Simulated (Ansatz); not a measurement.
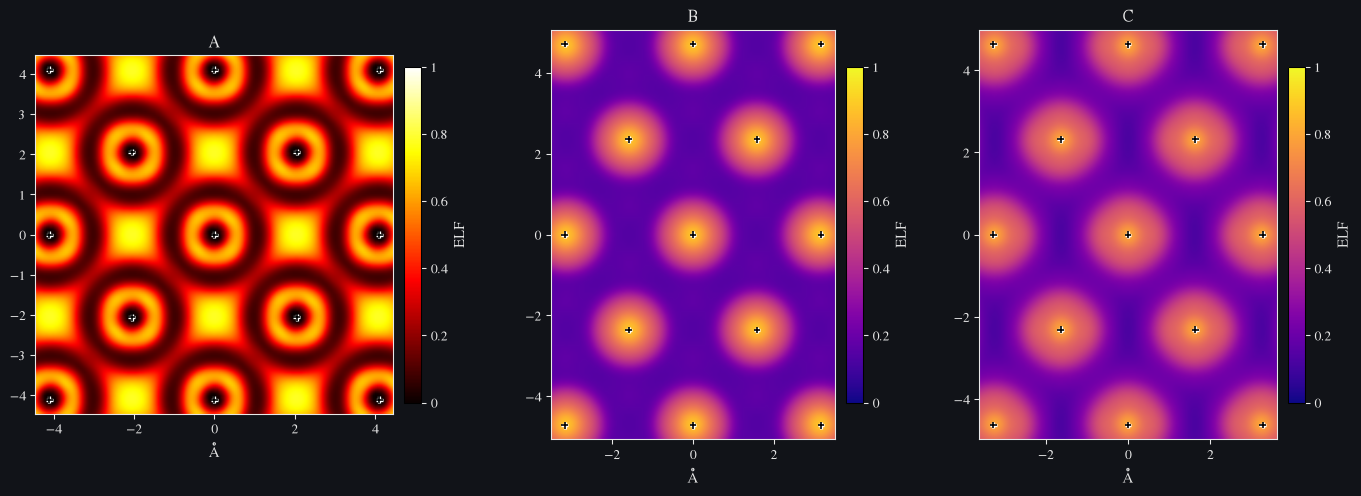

The electron localisation function of 3 systems, each on a plane through atoms (crosses mark nuclei in the plane).

The calculation used DFT r2SCAN, scalar-relativistic, plane waves, PAW (Ansatz).

System 1: Au, the (11̄0) plane of the conventional cell. Space group Im-3m; a structure from a database of computed crystals, not necessarily the ambient phase; computed without spin polarisation.

System 2: Ag, the (011) plane of the conventional cell. Space group I4/mmm; a structure from a database of computed crystals, not necessarily the ambient phase; changed on purpose from its base cell (biaxial strain in the a-b plane, c and atoms relaxed: -3.0 %).

```
Ag
1.0
     3.17048    0.00000    0.00000
     0.00000    3.17048    0.00000
     0.00000    0.00000    3.49065
Ag
2
Direct
  0.00000 0.00000 0.00000
  0.50000 0.50000 0.50000
```

System 3: Ti, the (100) plane of the conventional cell. Space group Fm-3m; computed without spin polarisation.

Q: Match each panel to its system.

A: Panel A is system 3, Ti: the plane holds Ti. Ti–Ti (2.91 Å): the ELF is about 0.25 at the midpoint; no shared electron pair shows on this line. Panel B is system 2, Ag: the plane holds Ag. Ag–Ag (2.84 Å): the ELF is about 0.15 at the midpoint (no localised pair shows between them). Panel C is system 1, Au: the plane holds Au. Au–Au (2.84 Å): the ELF is about 0.20 at the midpoint: no localised pair shows between them.
